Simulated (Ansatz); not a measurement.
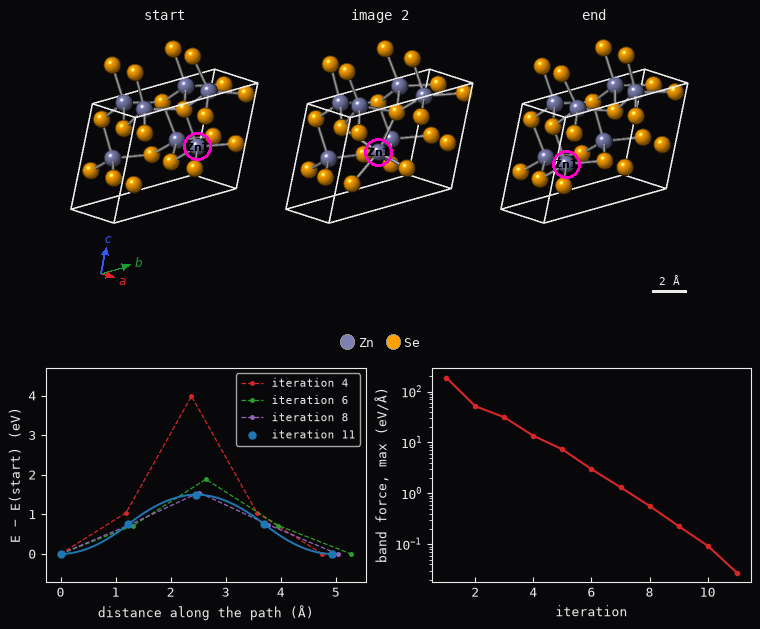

A nudged-elastic-band calculation for a defect cell of composition Zn$_{7}$Se$_{8}$ (cell charge −2) (15 atoms in the cell). Images are numbered from 0 (start) to 4 (end). The plot follows the band through its iterations. Style: ball-and-stick. Shown: the reduced simulation cell (origin moved), slightly off an axis. The moving atom is ringed, with any periodic copies. Lengths and directions refer to the drawn axes. Bonds to atoms that aren't drawn are left out.

All numbers below come from DFT LDA, scalar-relativistic, plane waves, PAW (Ansatz 0.2.0). Settings: plane-wave cutoff 420 eV; k-point mesh 2 × 2 × 2; Gaussian smearing 0.02 eV; 3 movable images; climbing image.

Judge this run.

The run is converged, with reservations. The band converged in 11 iterations. The largest component of the band force went from 190 to 0.028 eV/Å. The climbing image converged on the top of the path. Its curvatures weren't checked. The first iteration put the highest image at 47.95 eV. The two ends have the same energy, and the highest point, image 2, lies 1.50 eV above the start.

Limits of the set-up: the periodic images lie only 7.9 Å apart, so the values are limited by the cell's size; the cell is charged, on a uniform background, and energies carry no finite-size correction.

Cost: 4.7 min on 4 threads of Intel(R) Xeon(R) Platinum 8488C (Sapphire Rapids), on a shared host, peak memory 2 GiB.
